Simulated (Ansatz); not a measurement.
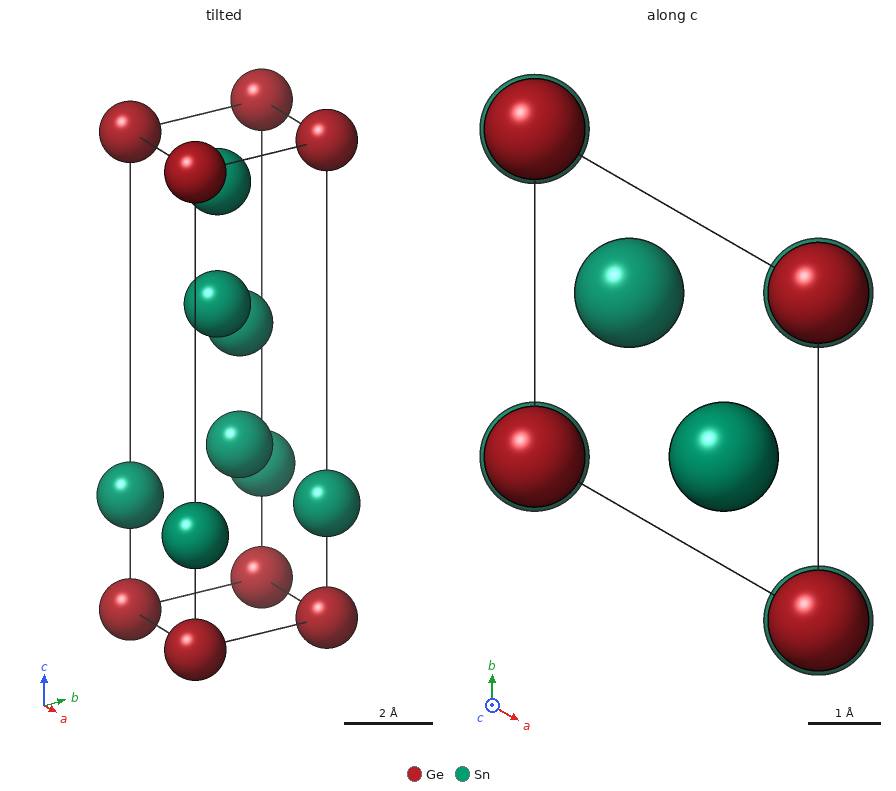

An orthographic spheres-only view of the structure, slightly off an axis and along the c axis. Thin lines show the conventional unit cell, with boundary atoms drawn in all their periodic places.

Sn₅Ge, space group P3m1 (No. 156), a = 4.552 Å, b = 4.552 Å, c = 11.108 Å, α = 90.00°, β = 90.00°, γ = 120.00°. Origin of the cell: a structure type filled with these elements by a generator (whether the compound takes this form wasn't checked). Earlier steps of the study may have refined or changed the cell and positions. It was run through Ansatz as a DFT input.

This one geometry was computed with Ansatz (DFT, plane waves, PAW) at four levels of theory: PBE, HSE06, r2SCAN and PBE with spin-orbit coupling. It was relaxed beforehand with r2SCAN.

> Which level gives the highest pressure at this volume, and what does that say about its equilibrium volume?

Highest: PBE (1.7 GPa) and PBE with spin-orbit coupling (1.7 GPa), which points to the largest equilibrium volume. Lowest, with the smallest volume: HSE06 (-0.2 GPa) and r2SCAN (0.0 GPa). Levels within 0.5 GPa of each other can't be told apart.

> How does the band gap change with the level of theory?

All levels give a metal.

> Collect the results in a table.

| level | cutoff (eV) | k-mesh of the run's cell | gap (eV) | pressure (GPa) |
| --- | --- | --- | --- | --- |
| PBE | 420 | 6×6×2 | metal | 1.7 |
| HSE06 | 420 | 6×6×2 | metal | -0.2 |
| r2SCAN | 500 | 6×6×2 | metal | 0.0 |
| PBE with spin-orbit coupling | 420 | 6×6×2 | metal | 1.7 |

Gaps are taken on the k-mesh or band path of each run.
